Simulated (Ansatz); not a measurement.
**Geometry relaxation of ZrS$_{2}$ (part 2 of 2)**

The same run, continued: ZrS$_{2}$ (slab, 3 atoms in the cell); DFT PBE+D3(BJ), scalar-relativistic, plane waves, PAW, no spin polarisation (Ansatz 0.2.0); cutoff 420 eV, 12×12×1 k-mesh, Gaussian smearing of 0.02 eV. The structure derives from an entry of the Crystallography Open Database. It belongs to a series of runs on one base structure; here: one layer taken out of the bulk.

Geometry of the input (Å; fractional positions):
```
3.6350  0.0000  0.0000
-1.8175  3.1480  0.0000
0.0000  0.0000  31.8428
S  0.6667  0.3333  0.4541
Zr 0.0000  0.0000  0.5000
S  0.3333  0.6667  0.5459
```

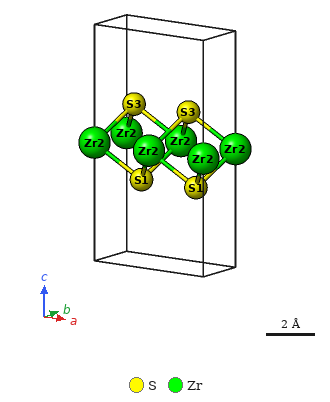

*The geometry at step 2 of the log (ball-and-stick view of the 2 × 1 repeat of the cell, with the vacuum cut short, seen slightly off an axis; atoms are numbered from 1 in the order of the input).*

**Output, continued**
```
Crystal: 3 atoms, lattice volume = 367.505 Å³
Basis set: ecut = 420 eV, 7091 PW (Γ), exchange–correlation on 50×50×432 points (8 copies of the dense FFT grid, shifted against one another)
iter 1 solved again at ethr=5.67e-7 eV; its pass at ethr=3.10e-3 eV (dr2=1.36e-4 eV) is discarded
SCF iter   1: F=—  HF=-5993.374640 eV  |F-HF|=—  |Δ(HF+E_count)|=         —  Δρ=1.29e-4  dr2=1.51e-4  ethr=5.67e-7  ⟨swp⟩=3.6  Hψ=2853  notcnv=0
preconditioner: auto → none  [insulator: Δε(μ)=1.113 eV  Ē_g=7.764 eV  σ=0.020 eV  W_gap=1.00  n_scr=16 (ndim 8)  ℏωp=7.7 eV  f_vac=0.786  D(μ)=0.00/eV (n_scr^D=0)  ε∞_Penn≈2.0]
SCF iter   2: F=—  HF=-5993.374649 eV  |F-HF|=—  |Δ(HF+E_count)|=   8.78e-6  Δρ=1.23e-4  dr2=2.06e-4  ethr=5.67e-7  ⟨swp⟩=3.1  Hψ=571  notcnv=0
SCF iter   3: F=—  HF=-5993.374608 eV  |F-HF|=—  |Δ(HF+E_count)|=   4.12e-5  Δρ=4.33e-5  dr2=7.97e-6  ethr=5.67e-7  ⟨swp⟩=2.7  Hψ=468  notcnv=0
SCF iter   4: F=—  HF=-5993.374750 eV  |F-HF|=—  |Δ(HF+E_count)|=   1.42e-4  Δρ=9.20e-6  dr2=1.97e-7  ethr=3.32e-8  ⟨swp⟩=3.5  Hψ=628  notcnv=0
SCF iter   5: F=-5993.374750 eV  HF=-5993.374750 eV  |F-HF|=1.69e-8  |Δ(HF+E_count)|=   2.01e-8  Δρ=2.06e-6  dr2=2.58e-8  ethr=3.05e-10  ⟨swp⟩=16.8  Hψ=3233  notcnv=0
SCF 3 converged in 5 iterations: F = -5993.374750 eV  dr2 = 2.58e-8
relax step   3: F+E_penalty+E_count = -5993.37474983 eV  Δ(F+E_penalty+E_count) = -3.352e-5 eV  max|allowed force component| = 1.967e-2 eV/Å  Δτ_max = 0.0065 Å  P = -0.015 N/m  Ω = 367.505 Å³  energy of the carried Pulay correction = -6.109e-5 eV  fix = [c, alpha, beta]  reactions: c -0.000 N/m  (5 SCF iters, dr2 threshold 7.32e-8 eV, accepted)
Crystal: 3 atoms, lattice volume = 367.020 Å³
iter 1 solved again at ethr=6.89e-8 eV; its pass at ethr=3.10e-3 eV (dr2=1.65e-5 eV) is discarded
SCF iter   1: F=—  HF=-5993.374762 eV  |F-HF|=—  |Δ(HF+E_count)|=         —  Δρ=5.33e-5  dr2=1.76e-5  ethr=6.89e-8  ⟨swp⟩=4.7  Hψ=2965  notcnv=0
preconditioner: auto → none  [insulator: Δε(μ)=1.105 eV  Ē_g=7.768 eV  σ=0.020 eV  W_gap=1.00  n_scr=16 (ndim 8)  ℏωp=7.8 eV  f_vac=0.785  D(μ)=0.00/eV (n_scr^D=0)  ε∞_Penn≈2.0]
SCF iter   2: F=—  HF=-5993.374826 eV  |F-HF|=—  |Δ(HF+E_count)|=   6.37e-5  Δρ=3.75e-5  dr2=1.62e-5  ethr=6.89e-8  ⟨swp⟩=2.8  Hψ=555  notcnv=0
SCF iter   3: F=—  HF=-5993.374823 eV  |F-HF|=—  |Δ(HF+E_count)|=   2.69e-6  Δρ=1.99e-5  dr2=2.49e-6  ethr=6.73e-8  ⟨swp⟩=2.7  Hψ=458  notcnv=0
SCF iter   4: F=—  HF=-5993.374823 eV  |F-HF|=—  |Δ(HF+E_count)|=   4.04e-7  Δρ=6.93e-6  dr2=1.96e-7  ethr=1.04e-8  ⟨swp⟩=2.9  Hψ=520  notcnv=0
SCF iter   5: F=-5993.374823 eV  HF=-5993.374823 eV  |F-HF|=2.17e-10  |Δ(HF+E_count)|=   4.16e-9  Δρ=1.43e-6  dr2=5.05e-9  ethr=1.01e-10  ⟨swp⟩=13.8  Hψ=3292  notcnv=0
SCF 4 converged in 5 iterations: F = -5993.374823 eV  dr2 = 5.05e-9
relax step   4: F+E_penalty+E_count = -5993.37482302 eV  Δ(F+E_penalty+E_count) = -7.319e-5 eV  max|allowed force component| = 4.052e-5 eV/Å  Δτ_max = 0.0029 Å  P = -0.000 N/m  Ω = 367.020 Å³  energy of the carried Pulay correction = -5.163e-5 eV  fix = [c, alpha, beta]  reactions: c -0.000 N/m  (5 SCF iters, dr2 threshold 2.42e-8 eV, accepted)
Initial wavefunctions: pseudopotential atomic-orbital guess (no wavefunctions were taken with the density)
iter 1 solved again at ethr=5.01e-8 eV; its pass at ethr=3.10e-3 eV (dr2=1.20e-5 eV) is discarded
SCF iter   1: F=—  HF=-5993.374713 eV  |F-HF|=—  |Δ(HF+E_count)|=         —  Δρ=4.62e-6  dr2=9.87e-9  ethr=5.01e-8  ⟨swp⟩=6.4  Hψ=4461  notcnv=0
preconditioner: auto → none  [insulator: Δε(μ)=1.104 eV  Ē_g=7.767 eV  σ=0.020 eV  W_gap=1.00  n_scr=16 (ndim 8)  ℏωp=7.8 eV  f_vac=0.785  D(μ)=0.00/eV (n_scr^D=0)  ε∞_Penn≈2.0]
SCF iter   2: F=—  HF=-5993.374871 eV  |F-HF|=—  |Δ(HF+E_count)|=   1.58e-4  Δρ=2.33e-6  dr2=4.98e-9  ethr=4.11e-11  ⟨swp⟩=4.3  Hψ=868  notcnv=0
SCF iter   3: F=—  HF=-5993.374876 eV  |F-HF|=—  |Δ(HF+E_count)|=   5.20e-6  Δρ=1.24e-6  dr2=8.35e-9  ethr=2.07e-11  ⟨swp⟩=3.5  Hψ=621  notcnv=0
SCF iter   4: F=—  HF=-5993.374878 eV  |F-HF|=—  |Δ(HF+E_count)|=   2.32e-6  Δρ=1.85e-7  dr2=5.83e-11  ethr=2.07e-11  ⟨swp⟩=2.4  Hψ=443  notcnv=0
SCF iter   5: F=—  HF=-5993.374878 eV  |F-HF|=—  |Δ(HF+E_count)|=   1.88e-7  Δρ=6.76e-8  dr2=1.10e-11  ethr=1.00e-12  ⟨swp⟩=3.2  Hψ=655  notcnv=0
SCF iter   6: F=-5993.374878 eV  HF=-5993.374878 eV  |F-HF|=4.06e-9  |Δ(HF+E_count)|=   1.51e-8  Δρ=2.82e-8  dr2=1.19e-12  ethr=1.00e-12  ⟨swp⟩=10.6  Hψ=2065  notcnv=0
SCF 5 converged in 6 iterations: F = -5993.374878 eV  dr2 = 1.19e-12
relax step   5: F+E_penalty+E_count = -5993.37487847 eV  Δ(F+E_penalty+E_count) = -5.546e-5 eV  max|allowed force component| = 1.308e-5 eV/Å  Δτ_max = 0.0000 Å  P = +0.000 N/m  Ω = 367.020 Å³  fix = [c, alpha, beta]  reactions: c +0.000 N/m  stress off target by 1.51e-4 N/m on what of the cell is left free  SCF on the basis re-selected at this cell (its energy is not comparable with the rows above)  (6 SCF iters)
basis re-selected at this cell: Δ(F+E_penalty+E_count) = -5.546e-5 eV, ΔP = +0.000 N/m vs the last step (what re-selecting the basis moved, of the pressure what is left beyond the Pulay correction that the steps carried, after the strain that the cell walked since its last selection, with what the two solves' SCF thresholds leave and, on support functions, any second-order correction that the steps lacked; it is no measure of the basis error at this ecutwfc). This SCF's stress stands 1.51e-4 N/m from its target on what of the cell is left free (relax.cell.stress_2d_tol is 2.00e-2 N/m) and its largest allowed force component is 1.31e-5 eV/Å (relax.f_tol is 5.00e-3 eV/Å): within both
SCF converged after 6 iterations
Free energy (F): -5993.374878 eV
Harris-Foulkes:  -5993.374878 eV  (|F-HF|=4.06e-9)
Internal energy: -5993.374878 eV  (E = F + TS)
E sigma→0 (E₀):  -5993.374878 eV
Fermi energy:    -5.851323 eV
--- Per-component energies (eV) ---
  E_band       = -485.137465
  E_kinetic    = 546.667906
  E_local      = -30900.728486  (includes V_loc(G=0)·N_el)
  E_nonlocal   = 134.566299
  E_hartree    = 15095.194325
  E_xc         = -356.796036
  E_vxc        = -366.833220  (∫ρ·V_xc dr)
  E_paw        = -4153.830590  (= ΣΔE_a)
  E_vpaw       = -89.198617  (= ΣTr[D̂ρ^β])
  E_aug_tail   = 0.000027  (compensation charges beyond the density's cutoff)
  E_ewald      = 13642.288404
  E_disp       = -0.736728  (pairwise vdW)
  E_smearing   = -0.000000  (= −TS)
  E_closure    = 0.000000  (closes the sum)
  Σ components = -5993.374878   (vs F -5993.374878, Δ=0.00e0)
--- Forces (eV/Å), atoms counted from 1 ---
  atom   1  S      0.00000000     0.00000000     0.00001308
  atom   2  Zr     0.00000000    -0.00000000     0.00000000
  atom   3  S      0.00000000    -0.00000000    -0.00001308
  max |Σ_I F_I| component: 3.70e-17 eV/Å
--- 2D stress c σ (N/m, compression-positive) ---
        0.000151       0.000000      -0.000000
        0.000000       0.000151       0.000000
       -0.000000       0.000000       0.000000
  P = ½ c Tr σ = 0.0002 N/m
--- Band table (eV; the first three rows and the last of 19) ---
  k-point 0: bands = ["-55.2558", "-33.3231", "-33.1659", "-33.1659", "-18.8491", "-17.6938", "-10.1776", "-9.0191", "-9.0191", "-7.2882", "-6.4033", "-6.4033", "-4.7209", "-4.7209", "-3.8302", "-1.1781"]
  k-point 1: bands = ["-55.2544", "-33.3190", "-33.1849", "-33.1699", "-18.7768", "-17.7041", "-10.0871", "-9.1779", "-8.9761", "-7.1160", "-6.8757", "-6.6087", "-4.6525", "-4.4702", "-3.7293", "-1.5368"]
  k-point 2: bands = ["-55.2507", "-33.3079", "-33.2361", "-33.1810", "-18.5759", "-17.7308", "-9.8445", "-9.4453", "-8.8714", "-7.8117", "-6.9769", "-6.8640", "-4.7213", "-3.9828", "-3.4653", "-1.9140"]
  k-point 18: bands = ["-55.2328", "-33.3551", "-33.3551", "-33.2537", "-17.6676", "-17.6676", "-9.6588", "-9.6588", "-9.5155", "-8.2464", "-8.2464", "-7.9886", "-3.9620", "-3.2335", "-3.2335", "-1.0533"]
--- Relaxed structure (4 steps of the walk, 4 accepted, 1 SCFs on fresh bases) ---
  F+E_penalty+E_count = -5993.37487847 eV   max|allowed force component| = 1.308e-5 eV/Å   (the final SCF, on the basis selected at the relaxed cell)
  cell:  # Å, volume = 367.0196 Å³
    - [3.6481572914932014, -1.0455001328653034e-33, 1.0069801494672588e-97]
    - [-1.8240786457466007, 3.1593968914345445, -1.3506393190639014e-97]
    - [8.821158556266988e-97, -8.569076402635799e-97, 31.842817533]
  atoms:
    - { symbol: S, position: [0.6666666666666665, 0.3333333333333333, 0.4541869485920312] }
    - { symbol: Zr, position: [-9.099762294676242e-35, -2.442915456115003e-36, 0.5] }
    - { symbol: S, position: [0.3333333333333333, 0.6666666666666666, 0.5458130514079688] }
```

**Trajectory as extended XYZ (Å, eV, eV/Å), 5 frames, from step=1 to step=5**
```
3
Lattice="3.6350 0.0000 0.0000 -1.8175 3.1480 0.0000 0.0000 0.0000 31.8428" Properties=species:S:1:pos:R:3:forces:R:3 step=1 energy=-5993.37380
S     1.8175    1.0493   14.4607    0.0000   0.0000  -0.0486
Zr    0.0000    0.0000   15.9214    0.0000   0.0000   0.0000
S     0.0000    2.0987   17.3821    0.0000   0.0000   0.0486
3
Lattice="3.6469 0.0000 0.0000 -1.8234 3.1583 0.0000 0.0000 0.0000 31.8428" Properties=species:S:1:pos:R:3:forces:R:3 step=2 energy=-5993.37472
S     1.8234    1.0528   14.4590    0.0000   0.0000   0.0342
Zr    0.0000    0.0000   15.9214    0.0000   0.0000   0.0000
S     0.0000    2.1055   17.3838    0.0000   0.0000  -0.0342
3
Lattice="3.6506 0.0000 0.0000 -1.8253 3.1615 0.0000 0.0000 0.0000 31.8428" Properties=species:S:1:pos:R:3:forces:R:3 step=3 energy=-5993.37475
S     1.8253    1.0538   14.4655    0.0000   0.0000  -0.0197
Zr    0.0000    0.0000   15.9214    0.0000   0.0000   0.0000
S     0.0000    2.1077   17.3774    0.0000   0.0000   0.0197
3
Lattice="3.6482 0.0000 0.0000 -1.8241 3.1594 0.0000 0.0000 0.0000 31.8428" Properties=species:S:1:pos:R:3:forces:R:3 step=4 energy=-5993.37482
S     1.8241    1.0531   14.4626    0.0000   0.0000   0.0000
Zr    0.0000    0.0000   15.9214    0.0000   0.0000   0.0000
S     0.0000    2.1063   17.3802    0.0000   0.0000   0.0000
3
Lattice="3.6482 0.0000 0.0000 -1.8241 3.1594 0.0000 0.0000 0.0000 31.8428" Properties=species:S:1:pos:R:3:forces:R:3 step=5 energy=-5993.37488
S     1.8241    1.0531   14.4626    0.0000   0.0000   0.0000
Zr    0.0000    0.0000   15.9214    0.0000   0.0000   0.0000
S     0.0000    2.1063   17.3802    0.0000   0.0000   0.0000
```

**Results in brief**

- outcome: converged
- electrons treated: 24
- free energy: −5993.3749 eV
- work function, top face: 5.85 eV
- work function, bottom face: 5.85 eV
- Fermi energy: −5.851 eV
- gap on the k-point mesh: 1.10 eV
- final volume: 367.02 Å³
- work function (upper face): 5.85 eV
- largest force (length of the vector) at the end: under 0.001 eV/Å
- hardware: 2 threads of Intel Xeon @ 2.50GHz (Skylake/Cascade Lake), 32 GiB of memory available, shared host
- wall time: 27 s (CPU time 53 s)
- peak memory: 0.66 GiB
